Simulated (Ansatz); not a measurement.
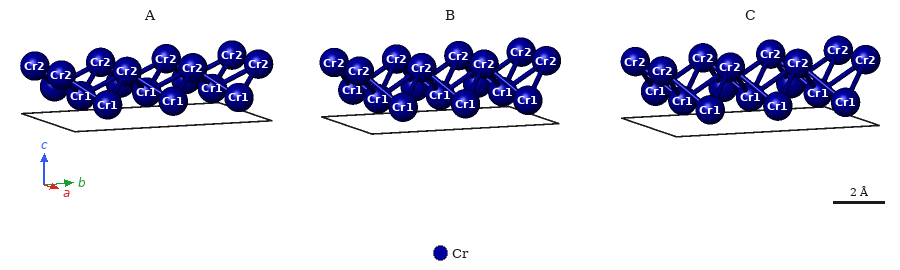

3 geometries from one relaxation of a free-standing layer of Cr (a generated structure, set up in P4/nmm) (coarse preliminary run), in shuffled order. A ball-and-stick model of the 2 × 3 repeat of the cell, outlined in the plane, without the vacuum, seen slightly off an axis.

These are results of DFT PBE, scalar-relativistic, plane waves, PAW (Ansatz 0.2.0), not measurements. Set-up: plane-wave cutoff 420 eV; k-point mesh 6 × 6 × 1; occupations gaussian; smearing width 0.1 eV; collinear spin; cell and atoms relaxed; force threshold 0.04 eV/Å; at most 70 steps.

Order the frames from highest to lowest energy.

Answer. C, B, A. They are steps 0, 2, 9, at +305 meV per atom, +36.4 meV per atom relative to the last. The largest moves relative to the cell and the layer's centre, 0.18 Å, are those of Cr1 and Cr2. Cr1 goes along the normal (+c). In the plane the drawn cell goes a 5.768 → 5.598 Å (−2.9 %), b 8.652 → 8.397 Å (−2.9 %). Some distances before and after: Cr1–Cr2 2.498 → 2.254 Å. Among the angles between lasting bonds that change: Cr2–Cr1–Cr2 109.5° → 122.8°, Cr2–Cr1–Cr2 70.5° → 76.7°. Over 6 accepted moves (9 points after the start) the energy falls by 305 meV per atom. Largest force component: 1.9 eV/Å at the start, 0.02 eV/Å at the end. The line search rejected the trial steps at points 5, 6 of the run. At 1 point the geometry stayed and the basis and grid were re-selected for the new cell (energy shift of 0.4 meV per atom at most each time). The program noted that the starting moments weren't kept, and that it reset the height of the cell. The run may lie on a higher electronic state than the lowest, so the end point isn't shown to be the ground-state structure.
